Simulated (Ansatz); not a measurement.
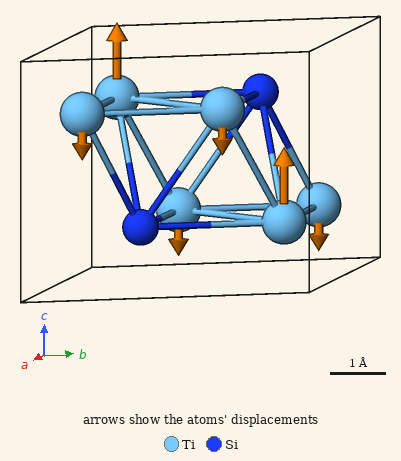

One vibrational mode of solid Ti₃Si at the zone centre. The orange arrows are the displacements of the atoms (eigenvector over the root of the mass), of arbitrary overall length and sign. Style: ball-and-stick. Shown: the cell of the calculation, slightly off an axis.

All numbers below come from DFT LDA, scalar-relativistic, plane waves, PAW in Ansatz 0.2.0.

The input:
```yaml
crystal:
  lattice:
    - [5.5158334969, 0.0, 0.0]
    - [-2.7579167485, 4.7768519313, 0.0]
    - [0.0, 0.0, 4.4524528779]
  atoms:
    - { symbol: Ti, position: [0.3427272438, 0.1713636219, 0.75] }
    - { symbol: Ti, position: [0.8286363781, 0.1713636219, 0.75] }
    - { symbol: Ti, position: [0.8286363781, 0.6572727562, 0.75] }
    - { symbol: Ti, position: [0.6572727562, 0.8286363781, 0.25] }
    - { symbol: Ti, position: [0.1713636219, 0.8286363781, 0.25] }
    - { symbol: Ti, position: [0.1713636219, 0.3427272438, 0.25] }
    - { symbol: Si, position: [0.3333333333, 0.6666666667, 0.75] }
    - { symbol: Si, position: [0.6666666667, 0.3333333333, 0.25] }
basis:
  ecutwfc: 420
kpoints:
  mp_grid: { grid: [6, 6, 8] }
hamiltonian:
  xc: lda
scf:
  occupations: { method: fermi_dirac, width: 0.15 }
output:
  eigenvalues: true
phonons:
  method: dfpt
  eigenvectors: true
  qmesh: [2, 2, 2]
  temperatures: { t_max: 1000, t_step: 100 }
  qpath:
    path:
      - [[0.0, 0.0, 0.0], [0.5, 0.0, 0.0], [0.33333333, 0.33333333, 0.0], [0.0, 0.0, 0.0], [0.0, 0.0, 0.5], [0.5, 0.0, 0.5], [0.33333333, 0.33333333, 0.5], [0.0, 0.0, 0.5]]
      - [[0.5, 0.0, 0.5], [0.5, 0.0, 0.0]]
      - [[0.33333333, 0.33333333, 0.5], [0.33333333, 0.33333333, 0.0]]
    npoints: 8
```

Launched with:
```bash
ansatz run input.yaml --threads 4 --pin off --max-ram 12288MiB --backend cpu --events-out ev --progress --plain --runs-dir out
```

The frequencies depend somewhat on the k-mesh and the smearing.

**What mode is this, and where does it lie in the spectrum?**

This is the E₂u mode (doubly degenerate; one member of the set is drawn) at 251 cm⁻¹, optical level 6 of 13, counted from below, silent by symmetry (neither infrared- nor Raman-active). The Si atoms stay at rest; all motion is along c; atoms of one kind move against one another, with no net shift of their sublattice; it stretches the Ti–Ti bonds (2.76 Å).
